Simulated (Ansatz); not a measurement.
System: Si7Ge.

```
Ge Si
1.0
     0.00040    5.45958    5.45903
     5.45958    0.00040    5.45903
     5.45998    5.45998    0.00000
Ge Si
2 14
Direct
  0.37502 0.37502 0.37498
  0.37502 0.37502 0.87498
  0.37503 0.87493 0.37502
  0.37503 0.87493 0.87502
  0.87493 0.37503 0.37502
  0.87493 0.37503 0.87502
  0.87498 0.87498 0.37502
  0.87498 0.87498 0.87502
  0.24729 0.24729 0.25271
  0.24729 0.24729 0.75271
  0.24853 0.75411 0.24868
  0.24853 0.75411 0.74868
  0.75411 0.24853 0.24868
  0.75411 0.24853 0.74868
  0.75010 0.75010 0.24990
  0.75010 0.75010 0.74990
```

Space group Amm2; a generated structure, not necessarily the stable one.

All numbers below come from DFT PBEsol, scalar-relativistic, plane waves, PAW (Ansatz 0.2.0).

> Predict the valence pseudo-density and electron localisation function between the atoms.

Si–Si (2.36 Å): ρ at the midpoint is about 0.56 e/Å³; the ELF peaks at about 0.95 between the atoms: a shared electron pair.
Si–Ge (2.38 Å): ρ at the midpoint is about 0.55 e/Å³; the ELF peaks at about 0.90 between the atoms, as expected for localised, covalent bonding.

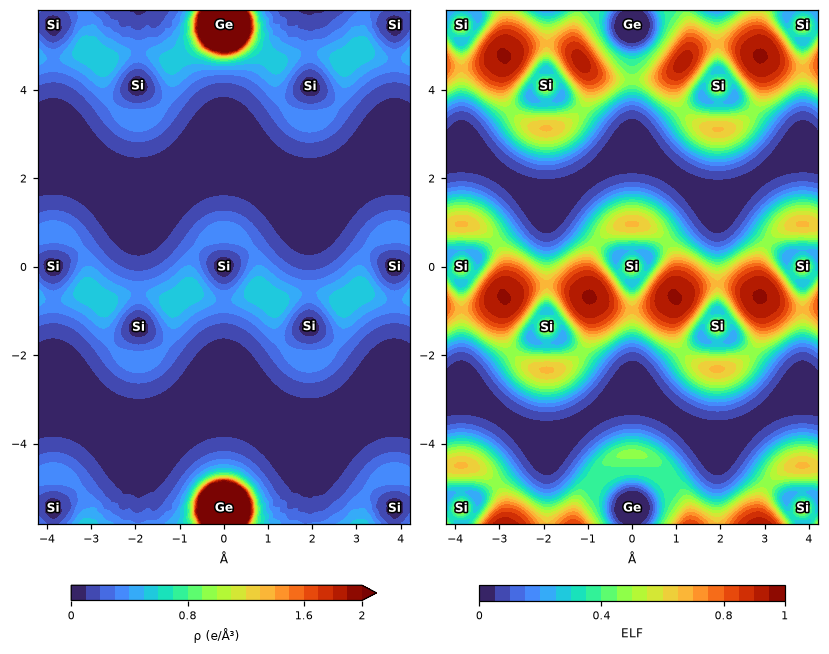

Computed valence pseudo-density and electron localisation function on the (011̄) plane of the calculation cell, in this order. 

In a PAW calculation such maps are meaningful between the atoms, not at the nuclei.
